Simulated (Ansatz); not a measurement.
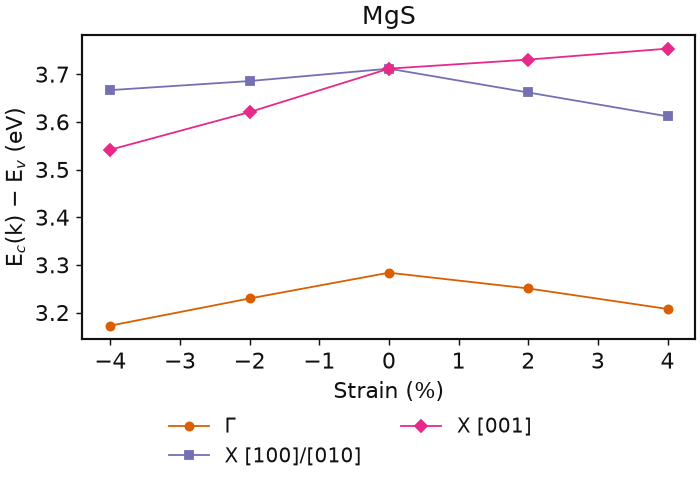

Lowest conduction level at each named k point, counted from the valence-band top at Γ.

System: zincblende MgS, space group F-43m, 2 atoms in the primitive cell; unstrained, cubic a = 5.666 Å. The cell is strained along z by the value listed, with the other lengths changed so as to keep the volume. The atoms keep their fractional positions. Points keep the names of the unstrained cell; those that the strain makes unlike carry their directions on the cubic axes x, y, z. Ansatz 0.2.0; PBEsol, all-electron LAPW, no spin polarisation, no spin-orbit coupling, 8×8×8 k mesh, Fermi-Dirac smearing of 0.05 eV.

How does the strain split the X points of the conduction band?

Unstrained, the X points are equivalent. At −4 % the lowest conduction level is 3.54 eV at X [001] and 3.67 eV at X [100]/[010] above the valence top, a splitting of 0.13 eV, or 31 meV for each 1 % of strain on average.

Which of these conduction levels is lowest, and does that change?

The lowest is the one at Γ, over the whole range, so among these points the gap stays direct.

The values:
| strain | Γ (eV) | X [100]/[010] (eV) | X [001] (eV) |
| --- | --- | --- | --- |
| −4 % | 3.17 | 3.67 | 3.54 |
| −2 % | 3.23 | 3.69 | 3.62 |
| 0 % | 3.28 | 3.71 | 3.71 |
| +2 % | 3.25 | 3.66 | 3.73 |
| +4 % | 3.21 | 3.61 | 3.75 |

The strain splits the threefold valence top at Γ, and levels count from its highest part. LDA, GGA and most meta-GGA functionals understate gaps. The cell comes from a database of computed structures, and whether it is the stable form of this composition wasn't checked.
